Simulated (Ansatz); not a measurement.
System: Si$_{4}$O (slab).

Input

```
crystal:
  lattice:
    - [3.8333442603, 0.0, 0.0]
    - [0.0, 3.8333442603, 0.0]
    - [0.0, 0.0, 21.1034818054]
  atoms:
    - { symbol: Si, position: [0.0, 0.5, 0.1895421825] }
    - { symbol: Si, position: [0.0, 0.0, 0.2537634268] }
    - { symbol: Si, position: [0.5, 0.0, 0.3207061911] }
    - { symbol: Si, position: [0.5, 0.5, 0.3839879068] }
    - { symbol: O, position: [1.0, 1.0, 0.4882361072], spin: 2.0 }
basis:
  ecutwfc: 420
kpoints:
  mp_grid: { grid: [7, 7, 1] }
hamiltonian:
  xc: pbe
  pseudopotentials: { kind: paw, azcp: { folder: soft_1 } }
  dispersion: d3bj
scf:
  occupations: { method: gaussian, width: 0.05 }
output:
  forces: true
  eigenvalues: true
  populations: true
  write_density: true
  write_potential: true
  elf: true
  volumetric_format: npy
magnetization:
  spin_polarized: true
efield:
  axis: 3
  dipole_correction: true
  ramp_width: 0.04
```

Run with:

```sh
ansatz run input.yaml --threads 1 --pin off --max-ram 3072MiB --backend cpu --events-out ev --progress --plain --runs-dir out
```

A point of a scan over the structure, not its minimum; not relaxed (largest force 0.6 eV/Å); PAW files of the earlier set (soft_1); spin-polarised.

Level of theory: Ansatz 0.2.0, DFT PBE+D3(BJ), scalar-relativistic, plane waves, PAW.

Q: What will maps of the valence pseudo-density, electron localisation function and spin density show?

A: Si–Si (2.38 Å): ρ at the midpoint is about 0.51 e/Å³; the ELF peaks at about 0.95 between the atoms.
The spin density sits on O: +1.7 μB in one cell of 5 atoms, with smaller moments on Si (up to +0.06 μB): a single local moment. The cell of the calculation (5 atoms) carries 2.0 μB of net spin moment.

Q: Metal or insulator at this level of theory?

A: It is metallic or semimetallic at this level of theory: no gap opens.

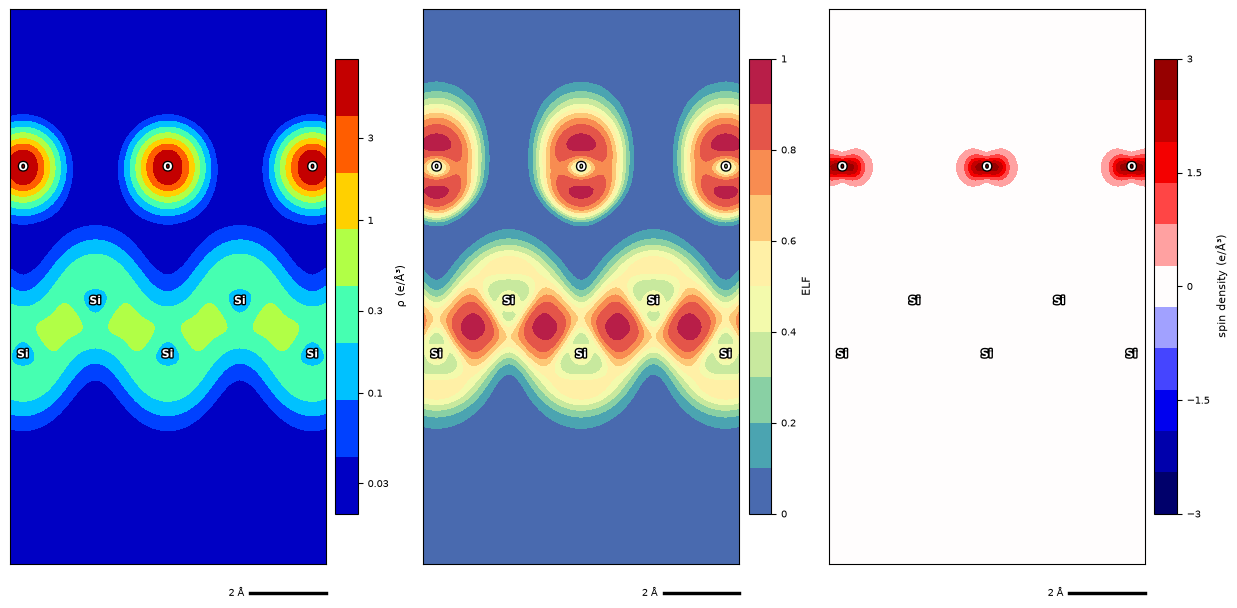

Computed valence pseudo-density, electron localisation function and spin density on the (010) plane of the calculation cell, a cut from vacuum to vacuum, in this order. 

Core electrons are frozen (PAW), and the valence fields are smoothed inside the atomic spheres.
